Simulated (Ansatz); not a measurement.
System: H4NClO.

The calculation's input:

```
crystal:
  lattice:
    - [6.95, 0.0, 0.0]
    - [0.0, 5.95, 0.0]
    - [-3.9427300595, 0.0, 6.6139912064]
  atoms:
    - { symbol: H, position: [0.243050203, 0.9846354768, 0.1909175871] }
    - { symbol: H, position: [0.756949797, 0.4846354768, 0.3090824129] }
    - { symbol: H, position: [0.756949797, 0.0153645232, 0.8090824129] }
    - { symbol: H, position: [0.243050203, 0.5153645232, 0.6909175871] }
    - { symbol: H, position: [0.2818788116, 0.5285789034, 0.1409107439] }
    - { symbol: H, position: [0.7181211884, 0.0285789034, 0.3590892561] }
    - { symbol: H, position: [0.7181211884, 0.4714210966, 0.8590892561] }
    - { symbol: H, position: [0.2818788116, 0.9714210966, 0.6409107439] }
    - { symbol: H, position: [0.1267594623, 0.6506614733, 0.2298589336] }
    - { symbol: H, position: [0.8732405377, 0.1506614733, 0.2701410664] }
    - { symbol: H, position: [0.8732405377, 0.3493385267, 0.7701410664] }
    - { symbol: H, position: [0.1267594623, 0.8493385267, 0.7298589336] }
    - { symbol: H, position: [0.4163014605, 0.6720546145, 0.3675715735] }
    - { symbol: H, position: [0.5836985395, 0.1720546145, 0.1324284265] }
    - { symbol: H, position: [0.5836985395, 0.3279453855, 0.6324284265] }
    - { symbol: H, position: [0.4163014605, 0.8279453855, 0.8675715735] }
    - { symbol: "N", position: [0.2734026319, 0.6645256857, 0.2237629287] }
    - { symbol: "N", position: [0.7265973681, 0.1645256857, 0.2762370713] }
    - { symbol: "N", position: [0.7265973681, 0.3354743143, 0.7762370713] }
    - { symbol: "N", position: [0.2734026319, 0.8354743143, 0.7237629287] }
    - { symbol: Cl, position: [0.2399835872, 0.1855950612, 0.3997635089] }
    - { symbol: Cl, position: [0.7600164128, 0.6855950612, 0.1002364911] }
    - { symbol: Cl, position: [0.7600164128, 0.8144049388, 0.6002364911] }
    - { symbol: Cl, position: [0.2399835872, 0.3144049388, 0.8997635089] }
    - { symbol: O, position: [0.2624098288, 0.8586667647, 0.1134605581] }
    - { symbol: O, position: [0.7375901712, 0.3586667647, 0.3865394419] }
    - { symbol: O, position: [0.7375901712, 0.1413332353, 0.8865394419] }
    - { symbol: O, position: [0.2624098288, 0.6413332353, 0.6134605581] }
kpoints:
  mp_grid: { grid: [6, 6, 5] }
scf:
  occupations: { method: fermi_dirac, width: 0.05 }
hamiltonian:
  xc: r2scan
  pseudopotentials: { kind: paw }
output:
  forces: true
  stress: true
  populations: true
  efg:
    quadrupole_moments_barn: { H: 0.00285783, "N": 0.02044, Cl: -0.08112, O: -0.02558 }
    contact_densities: true
  write_density: true
  write_potential: true
  elf: true
  volumetric_format: npy
```

Launched as:

```sh
ansatz run input.yaml --threads 2 --pin off --max-ram 5120MiB --backend cpu --events-out ev --progress --plain --runs-dir out
```

Below, planes, directions and counts refer to the conventional cell (a = 6.95 Å, b = 5.95 Å, c = 7.70 Å, α = 90.00°, β = 120.80°, γ = 90.00°).

Space group P2₁/c; not relaxed (largest force 0.4 eV/Å).

All numbers below come from Ansatz, DFT, r2SCAN, plane-wave PAW, default files, scalar-relativistic.

What can the converged valence pseudo-density and electron localisation function tell about the bonding?

O–H (1.01 Å): ρ at the midpoint is about 3.7 e/Å³; the ELF climbs to about 1 towards the hydrogen, as it does in any bond to H (an ordinary covalent bond to hydrogen).
N–H (1.05 Å): the density is about 3 e/Å³ at the midpoint; the ELF climbs to about 1 towards the hydrogen; an ordinary covalent bond to hydrogen.
N–O (1.41 Å): the density is about 2.2 e/Å³ at the midpoint; the ELF peaks at about 0.85 between the atoms: a covalent bond.

Does the calculation make it a metal, or give it a gap?

It is gapped, with a Kohn–Sham gap of 6.1 eV on the k-point mesh, an upper bound to the gap of this method.

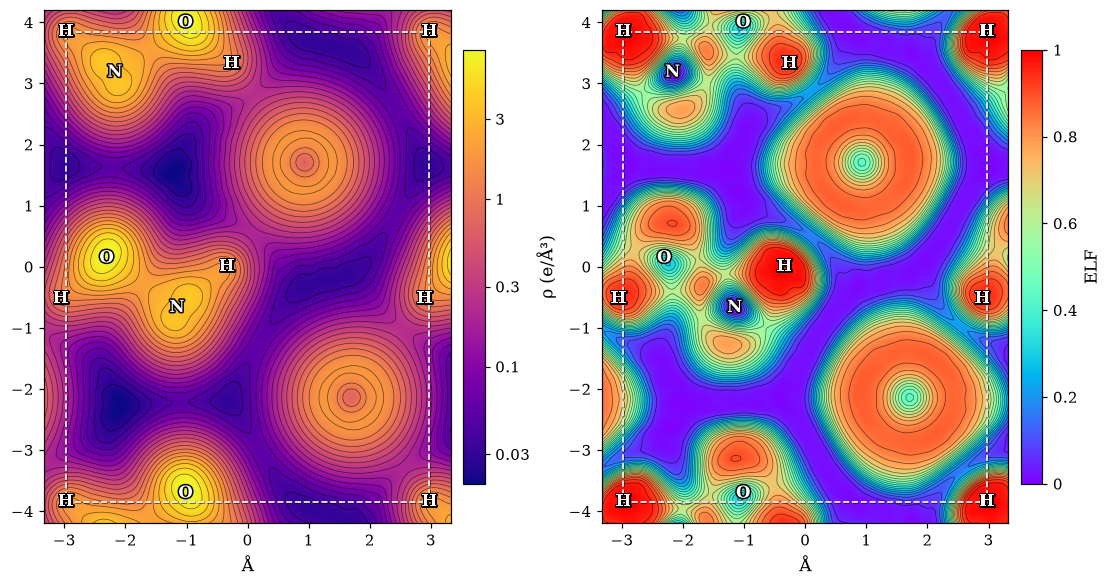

Computed valence pseudo-density and electron localisation function on the (100) plane of the conventional cell, in this order. Atoms just off the plane (Cl, 0.3 Å away) can leave unmarked features too.
